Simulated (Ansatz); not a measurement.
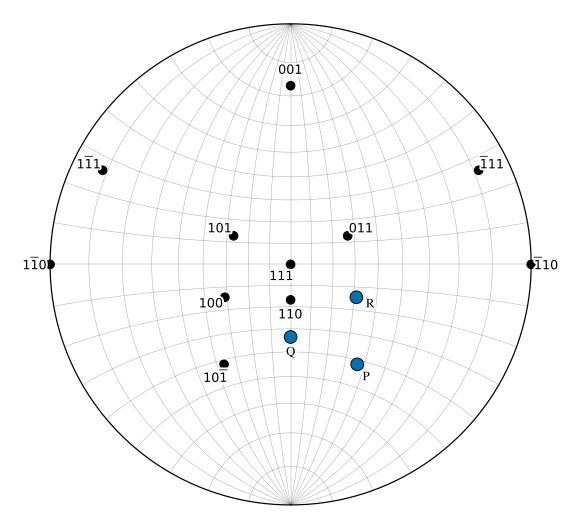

Stereographic projection of plane normals (upper hemisphere) centred on (1 1 1). Crystal: Sb, the input geometry of an electronic-structure calculation (not necessarily at equilibrium); the starting structure was generated, so it need not be a known form of this composition. Symmetry computed with spglib at a tolerance of 0.002 Å; standard conventional cell.

a = 3.386 Å, b = 3.386 Å, c = 5.609 Å, α = 90.00°, β = 90.00°, γ = 120.00°.

Q: Index the poles marked P, Q, R.

A: P is (0 1 −1), in four indices (0 1 −1 −1), 53.1° from the centre; Q is (1 1 −1), in four indices (1 1 −2 −1), 33.6° from the centre; R is (0 1 0), in four indices (0 1 −1 0), 34.0° from the centre.

Q: What is the angle between the normals of (1 1 −1) and (0 1 −1), and what are their d_hkl = 1/|g|?

A: 29.7°; d = 1.621 Å and 2.599 Å.
